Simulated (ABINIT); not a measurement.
# Geometry relaxation, with input and output: CsPbBr$_{3}$ (part 2 of 3)

Continued. System: CsPbBr$_{3}$ (5 atoms in the cell). Method: Kohn-Sham DFT of a periodic cell, LDA, PseudoDojo NC SR LDA v0.4.1 standard, no spin polarisation (ABINIT 10.8.3); cutoff 761.92 eV, 4×4×4 k-mesh, fermi-dirac of 0.05 eV. The structure derives from an entry of the Crystallography Open Database.

Geometry of the input (Å; fractional positions):
```
5.8700  0.0000  0.0000
0.0000  5.8700  0.0000
0.0000  0.0000  5.8700
Pb 0.5000  0.5000  0.5000
Cs 0.0000  0.0000  0.0000
Br 0.5000  0.5000  0.0000
Br 0.5000  0.0000  0.5000
Br 0.0000  0.5000  0.5000
```

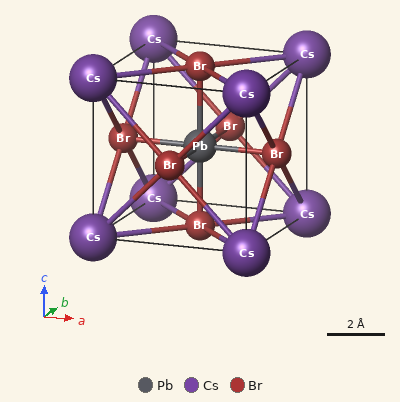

The starting structure (ball-and-stick view of the cell of the calculation, seen slightly off an axis). An atom can appear more than once, as a periodic image.

Log, continued:
```
 Cartesian coordinates (xcart) [bohr]
  5.54634617580000E+00  5.54634617580000E+00  5.54634617580000E+00
  0.00000000000000E+00  0.00000000000000E+00  0.00000000000000E+00
  5.54634617580000E+00  5.54634617580000E+00  0.00000000000000E+00
  5.54634617580000E+00  0.00000000000000E+00  5.54634617580000E+00
  0.00000000000000E+00  5.54634617580000E+00  5.54634617580000E+00
 Reduced coordinates (xred)
  5.00000000000000E-01  5.00000000000000E-01  5.00000000000000E-01
  0.00000000000000E+00  0.00000000000000E+00  0.00000000000000E+00
  5.00000000000000E-01  5.00000000000000E-01  0.00000000000000E+00
  5.00000000000000E-01  0.00000000000000E+00  5.00000000000000E-01
  0.00000000000000E+00  5.00000000000000E-01  5.00000000000000E-01
 Cartesian forces (fcart) [Ha/bohr]; max,rms= 0.00000E+00 0.00000E+00 (free atoms)
 -0.00000000000000E+00 -0.00000000000000E+00 -0.00000000000000E+00
 -0.00000000000000E+00 -0.00000000000000E+00 -0.00000000000000E+00
 -0.00000000000000E+00 -0.00000000000000E+00 -0.00000000000000E+00
 -0.00000000000000E+00 -0.00000000000000E+00 -0.00000000000000E+00
 -0.00000000000000E+00 -0.00000000000000E+00 -0.00000000000000E+00
 Gradient of E wrt nuclear positions in reduced coordinates (gred)
  0.00000000000000E+00  0.00000000000000E+00  0.00000000000000E+00
  0.00000000000000E+00  0.00000000000000E+00  0.00000000000000E+00
  0.00000000000000E+00  0.00000000000000E+00  0.00000000000000E+00
  0.00000000000000E+00  0.00000000000000E+00  0.00000000000000E+00
  0.00000000000000E+00  0.00000000000000E+00  0.00000000000000E+00
 Scale of Primitive Cell (acell) [bohr]
  1.00000000000000E+00  1.00000000000000E+00  1.00000000000000E+00
 Real space primitive translations (rprimd) [bohr]
  1.10926923516000E+01  0.00000000000000E+00  0.00000000000000E+00
  0.00000000000000E+00  1.10926923516000E+01  0.00000000000000E+00
  0.00000000000000E+00  0.00000000000000E+00  1.10926923516000E+01
 Unitary Cell Volume (ucvol) [Bohr^3]=  1.36493165180911E+03
 Angles (23,13,12)= [degrees]
  9.00000000000000E+01  9.00000000000000E+01  9.00000000000000E+01
 Lengths [Bohr]
  1.10926923516000E+01  1.10926923516000E+01  1.10926923516000E+01
 Stress tensor in cartesian coordinates (strten) [Ha/bohr^3]
  3.54712101269658E-05  0.00000000000000E+00  0.00000000000000E+00
  0.00000000000000E+00  3.54712101269658E-05  0.00000000000000E+00
  0.00000000000000E+00  0.00000000000000E+00  3.54712101269649E-05
 Total energy (etotal) [Ha]= -1.41272195535588E+02

--- Iteration: ( 2/50) Internal Cycle: (1/1)
--------------------------------------------------------------------------------

---SELF-CONSISTENT-FIELD CONVERGENCE--------------------------------------------

--- !BeginCycle
iteration_state: {dtset: 1, itime: 2, icycle: 1, }
solver: {iscf: 7, nstep: 80, nline: 4, wfoptalg: 0, }
tolerances: {tolvrs: 1.00E-12, }
...

     iter   Etot(hartree)      deltaE(h)  residm     vres2
 ETOT  1  -141.27214503282    -1.413E+02 1.968E-04 3.735E+00
 ETOT  2  -141.27231768655    -1.727E-04 2.720E-05 7.184E-01
 ETOT  3  -141.27233928669    -2.160E-05 9.238E-06 1.625E-01
 ETOT  4  -141.27234471174    -5.425E-06 1.254E-05 1.249E-02
 ETOT  5  -141.27234510727    -3.955E-07 5.378E-06 3.817E-04
 ETOT  6  -141.27234511737    -1.010E-08 7.450E-06 9.934E-06
 ETOT  7  -141.27234511781    -4.418E-10 3.179E-06 5.785E-07
 ETOT  8  -141.27234511788    -6.938E-11 5.326E-06 9.312E-08
 ETOT  9  -141.27234511789    -7.049E-12 3.266E-06 2.605E-09
 ETOT 10  -141.27234511789    -5.116E-13 6.300E-06 4.156E-10
 ETOT 11  -141.27234511789    -4.462E-12 3.822E-06 7.701E-11
 ETOT 12  -141.27234511789     4.604E-12 7.363E-06 3.735E-13

 At SCF step   12       vres2   =  3.74E-13 < tolvrs=  1.00E-12 =>converged.

 Cartesian components of stress tensor (hartree/bohr^3)
  sigma(1 1)=  3.32508919E-05  sigma(3 2)=  0.00000000E+00
  sigma(2 2)=  3.32508919E-05  sigma(3 1)=  0.00000000E+00
  sigma(3 3)=  3.32508919E-05  sigma(2 1)=  0.00000000E+00

--- !ResultsGS
iteration_state: {dtset: 1, itime: 2, icycle: 1, }
comment   : Summary of ground state results
lattice_vectors:
- [ 11.0808882,   0.0000000,   0.0000000, ]
- [  0.0000000,  11.0808882,   0.0000000, ]
- [  0.0000000,   0.0000000,  11.0808882, ]
lattice_lengths: [  11.08089,   11.08089,   11.08089, ]
lattice_angles: [ 90.000,  90.000,  90.000, ] # degrees, (23, 13, 12)
lattice_volume:   1.3605789E+03
convergence: {deltae:  4.604E-12, res2:  3.735E-13, residm:  7.363E-06, diffor: null, }
etotal    :  -1.41272345E+02
entropy   :   0.00000000E+00
fermie    :   8.49540262E-02
cartesian_stress_tensor: # hartree/bohr^3
- [  3.32508919E-05,   0.00000000E+00,   0.00000000E+00, ]
- [  0.00000000E+00,   3.32508919E-05,   0.00000000E+00, ]
- [  0.00000000E+00,   0.00000000E+00,   3.32508919E-05, ]
pressure_GPa:  -9.7828E-01
xred      :
- [  5.0000E-01,   5.0000E-01,   5.0000E-01, Pb]
- [  0.0000E+00,   0.0000E+00,   0.0000E+00, Cs]
- [  5.0000E-01,   5.0000E-01,   0.0000E+00, Br]
- [  5.0000E-01,   0.0000E+00,   5.0000E-01, Br]
- [  0.0000E+00,   5.0000E-01,   5.0000E-01, Br]
cartesian_forces: # hartree/bohr
- [ -0.00000000E+00,  -0.00000000E+00,  -0.00000000E+00, ]
- [ -0.00000000E+00,  -0.00000000E+00,  -0.00000000E+00, ]
- [ -0.00000000E+00,  -0.00000000E+00,  -0.00000000E+00, ]
- [ -0.00000000E+00,  -0.00000000E+00,  -0.00000000E+00, ]
- [ -0.00000000E+00,  -0.00000000E+00,  -0.00000000E+00, ]
force_length_stats: {min:   0.00000000E+00, max:   0.00000000E+00, mean:   0.00000000E+00, }
...

 Integrated electronic density in atomic spheres:
 ------------------------------------------------
 Atom  Sphere_radius  Integrated_density
    1        2.00000         10.08579640
    2        2.00000          4.50788961
    3        2.00000          4.24445874
    4        2.00000          4.24445874
    5        2.00000          4.24445874

---OUTPUT-----------------------------------------------------------------------

 Cartesian coordinates (xcart) [bohr]
  5.54044410748083E+00  5.54044410748083E+00  5.54044410748083E+00
  0.00000000000000E+00  0.00000000000000E+00  0.00000000000000E+00
  5.54044410748083E+00  5.54044410748083E+00  0.00000000000000E+00
  5.54044410748083E+00  0.00000000000000E+00  5.54044410748083E+00
  0.00000000000000E+00  5.54044410748083E+00  5.54044410748083E+00
 Reduced coordinates (xred)
  5.00000000000000E-01  5.00000000000000E-01  5.00000000000000E-01
  0.00000000000000E+00  0.00000000000000E+00  0.00000000000000E+00
  5.00000000000000E-01  5.00000000000000E-01  0.00000000000000E+00
  5.00000000000000E-01  0.00000000000000E+00  5.00000000000000E-01
  0.00000000000000E+00  5.00000000000000E-01  5.00000000000000E-01
 Cartesian forces (fcart) [Ha/bohr]; max,rms= 0.00000E+00 0.00000E+00 (free atoms)
 -0.00000000000000E+00 -0.00000000000000E+00 -0.00000000000000E+00
 -0.00000000000000E+00 -0.00000000000000E+00 -0.00000000000000E+00
 -0.00000000000000E+00 -0.00000000000000E+00 -0.00000000000000E+00
 -0.00000000000000E+00 -0.00000000000000E+00 -0.00000000000000E+00
 -0.00000000000000E+00 -0.00000000000000E+00 -0.00000000000000E+00
 Gradient of E wrt nuclear positions in reduced coordinates (gred)
  0.00000000000000E+00  0.00000000000000E+00  0.00000000000000E+00
  0.00000000000000E+00  0.00000000000000E+00  0.00000000000000E+00
  0.00000000000000E+00  0.00000000000000E+00  0.00000000000000E+00
  0.00000000000000E+00  0.00000000000000E+00  0.00000000000000E+00
  0.00000000000000E+00  0.00000000000000E+00  0.00000000000000E+00
 Scale of Primitive Cell (acell) [bohr]
  1.10808882149617E+01  1.10808882149617E+01  1.10808882149617E+01
 Real space primitive translations (rprimd) [bohr]
  1.10808882149617E+01  0.00000000000000E+00  0.00000000000000E+00
  0.00000000000000E+00  1.10808882149617E+01  0.00000000000000E+00
  0.00000000000000E+00  0.00000000000000E+00  1.10808882149617E+01
 Unitary Cell Volume (ucvol) [Bohr^3]=  1.36057886708441E+03
 Angles (23,13,12)= [degrees]
  9.00000000000000E+01  9.00000000000000E+01  9.00000000000000E+01
 Lengths [Bohr]
  1.10808882149617E+01  1.10808882149617E+01  1.10808882149617E+01
 Stress tensor in cartesian coordinates (strten) [Ha/bohr^3]
  3.32508919004167E-05  0.00000000000000E+00  0.00000000000000E+00
  0.00000000000000E+00  3.32508919004175E-05  0.00000000000000E+00
  0.00000000000000E+00  0.00000000000000E+00  3.32508919004145E-05
 Total energy (etotal) [Ha]= -1.41272345117890E+02

 Difference of energy with previous step (new-old):
           Absolute (Ha)=-1.49582E-04
           Relative     =-1.05882E-06

--- Iteration: ( 3/50) Internal Cycle: (1/1)
--------------------------------------------------------------------------------

---SELF-CONSISTENT-FIELD CONVERGENCE--------------------------------------------

--- !BeginCycle
iteration_state: {dtset: 1, itime: 3, icycle: 1, }
solver: {iscf: 7, nstep: 80, nline: 4, wfoptalg: 0, }
tolerances: {tolvrs: 1.00E-12, }
...

     iter   Etot(hartree)      deltaE(h)  residm     vres2
 ETOT  1  -141.23124250123    -1.412E+02 1.269E-01 7.807E+02
 ETOT  2  -141.26828213056    -3.704E-02 5.998E-04 1.353E+02
 ETOT  3  -141.27220482426    -3.923E-03 5.370E-04 3.186E+01
 ETOT  4  -141.27324619201    -1.041E-03 6.523E-04 2.270E+00
 ETOT  5  -141.27332007453    -7.388E-05 4.702E-03 5.240E-02
 ETOT  6  -141.27332166486    -1.590E-06 4.402E-04 1.224E-03
 ETOT  7  -141.27332173081    -6.595E-08 6.285E-04 1.091E-04
 ETOT  8  -141.27332174147    -1.066E-08 5.652E-05 6.724E-06
 ETOT  9  -141.27332174286    -1.388E-09 3.921E-05 2.862E-07
 ETOT 10  -141.27332174303    -1.729E-10 1.068E-05 5.568E-08
 ETOT 11  -141.27332174307    -3.715E-11 1.597E-05 6.180E-09
 ETOT 12  -141.27332174308    -1.020E-11 4.239E-06 5.047E-10
 ETOT 13  -141.27332174308     2.700E-12 6.397E-06 2.135E-10
 ETOT 14  -141.27332174306     1.387E-11 1.674E-06 9.023E-12
 ETOT 15  -141.27332174307    -8.356E-12 2.544E-06 2.047E-12
 ETOT 16  -141.27332174308    -5.883E-12 6.601E-07 2.026E-13

 At SCF step   16       vres2   =  2.03E-13 < tolvrs=  1.00E-12 =>converged.

 Cartesian components of stress tensor (hartree/bohr^3)
  sigma(1 1)= -2.87268035E-06  sigma(3 2)=  0.00000000E+00
  sigma(2 2)= -2.87268035E-06  sigma(3 1)=  0.00000000E+00
  sigma(3 3)= -2.87268035E-06  sigma(2 1)=  0.00000000E+00

--- !ResultsGS
iteration_state: {dtset: 1, itime: 3, icycle: 1, }
comment   : Summary of ground state results
lattice_vectors:
- [ 10.9127083,   0.0000000,   0.0000000, ]
- [  0.0000000,  10.9127083,   0.0000000, ]
- [  0.0000000,   0.0000000,  10.9127083, ]
lattice_lengths: [  10.91271,   10.91271,   10.91271, ]
lattice_angles: [ 90.000,  90.000,  90.000, ] # degrees, (23, 13, 12)
lattice_volume:   1.2995639E+03
convergence: {deltae: -5.883E-12, res2:  2.026E-13, residm:  6.601E-07, diffor: null, }
etotal    :  -1.41273322E+02
entropy   :   0.00000000E+00
fermie    :   1.02998688E-01
cartesian_stress_tensor: # hartree/bohr^3
- [ -2.87268035E-06,   0.00000000E+00,   0.00000000E+00, ]
- [  0.00000000E+00,  -2.87268035E-06,   0.00000000E+00, ]
- [  0.00000000E+00,   0.00000000E+00,  -2.87268035E-06, ]
pressure_GPa:   8.4517E-02
xred      :
- [  5.0000E-01,   5.0000E-01,   5.0000E-01, Pb]
- [  0.0000E+00,   0.0000E+00,   0.0000E+00, Cs]
- [  5.0000E-01,   5.0000E-01,   0.0000E+00, Br]
- [  5.0000E-01,   0.0000E+00,   5.0000E-01, Br]
- [  0.0000E+00,   5.0000E-01,   5.0000E-01, Br]
cartesian_forces: # hartree/bohr
- [ -0.00000000E+00,  -0.00000000E+00,  -0.00000000E+00, ]
- [ -0.00000000E+00,  -0.00000000E+00,  -0.00000000E+00, ]
- [ -0.00000000E+00,  -0.00000000E+00,  -0.00000000E+00, ]
- [ -0.00000000E+00,  -0.00000000E+00,  -0.00000000E+00, ]
- [ -0.00000000E+00,  -0.00000000E+00,  -0.00000000E+00, ]
force_length_stats: {min:   0.00000000E+00, max:   0.00000000E+00, mean:   0.00000000E+00, }
...

 Integrated electronic density in atomic spheres:
 ------------------------------------------------
 Atom  Sphere_radius  Integrated_density
    1        2.00000         10.03467245
    2        2.00000          4.43463821
    3        2.00000          4.19379527
    4        2.00000          4.19379527
    5        2.00000          4.19379527

---OUTPUT-----------------------------------------------------------------------
```
